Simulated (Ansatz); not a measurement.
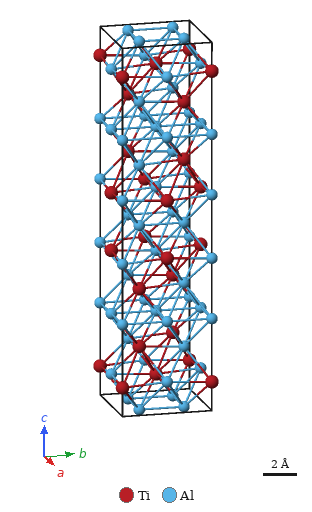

This is the input geometry for a relaxation of a crystal of TiAl$_{2}$ (set up in Fddd). Style: ball-and-stick. Shown: the conventional cell (4 times the calculation's cell), slightly off an axis. Lengths and directions refer to the drawn axes.

Case: biaxial strain in the a-b plane of -3.0 %; c and atoms relaxed.

These are results of DFT r2SCAN, scalar-relativistic, plane waves, PAW (Ansatz 0.2.0), not measurements.

Input file:
```yaml
crystal:
  lattice:
    - [-1.9158404389, 1.9158404389, 11.7144313828]
    - [1.9158404389, -1.9158404389, 11.7144313828]
    - [2.0106449143, 2.0106449143, -11.7144313828]
  atoms:
    - { symbol: Ti, position: [0.6718368543, 0.1718368543, 0.5] }
    - { symbol: Ti, position: [0.9218368543, 0.9218368543, 0.0] }
    - { symbol: Ti, position: [0.8281631457, 0.3281631457, 0.5] }
    - { symbol: Ti, position: [0.0781631457, 0.0781631457, 0.0] }
    - { symbol: Al, position: [0.4138494056, 0.4138494056, 0.0] }
    - { symbol: Al, position: [0.249908268, 0.249908268, 0.0] }
    - { symbol: Al, position: [0.750091732, 0.750091732, 0.0] }
    - { symbol: Al, position: [0.3361505944, 0.8361505944, 0.5] }
    - { symbol: Al, position: [0.1638494056, 0.6638494056, 0.5] }
    - { symbol: Al, position: [0.500091732, 1.000091732, 0.5] }
    - { symbol: Al, position: [-9.1732e-05, 0.499908268, 0.5] }
    - { symbol: Al, position: [0.5861505944, 0.5861505944, 0.0] }
basis:
  ecutwfc: 500
kpoints:
  mp_grid: { grid: [12, 12, 12] }
hamiltonian:
  xc: r2scan
scf:
  occupations: { method: gaussian, width: 0.1 }
output:
  forces: true
  stress: true
  eigenvalues: true
relax:
  adjacent_minimum: "off"
  f_tol: 0.008
  max_steps: 40
  cell: { stress_tol: 0.015, fix: [a, b, gamma] }
```

Command:
```bash
ansatz run input.yaml --threads 2 --pin off --max-ram 5120MiB --backend cpu --events-out ev --progress --plain --runs-dir out
```

> What does the optimiser find from here?

Over 2 accepted moves (3 points after the start) the energy falls by 0.3 meV per atom. The largest force component goes from 0.035 to 0.0026 eV/Å. Pressure: 5.89 GPa at the start and 6.41 GPa at the end. At 1 point the geometry stayed and the basis and grid were re-selected for the new cell (energy shift of less than 0.05 meV per atom at most each time). The largest moves relative to the cell, 0.004 Å, are those of Al5, Al8, Al9 and Al12. Al8 goes along −c. By element the largest moves are Al 0.004 Å, Ti 0.003 Å. Cell: a unchanged at 5.419 Å, b 5.687 → 5.663 Å (−0.4 %), c unchanged at 23.429 Å. Volume −0.4 %. Some distances before and after: Ti1–Al9 2.850 → 2.837 Å, Al10–Al11 2.843 → 2.831 Å, Ti1–Ti4 2.945 → 2.938 Å, Al10–Al12 2.815 → 2.807 Å. The space group stays Fddd (No. 70).
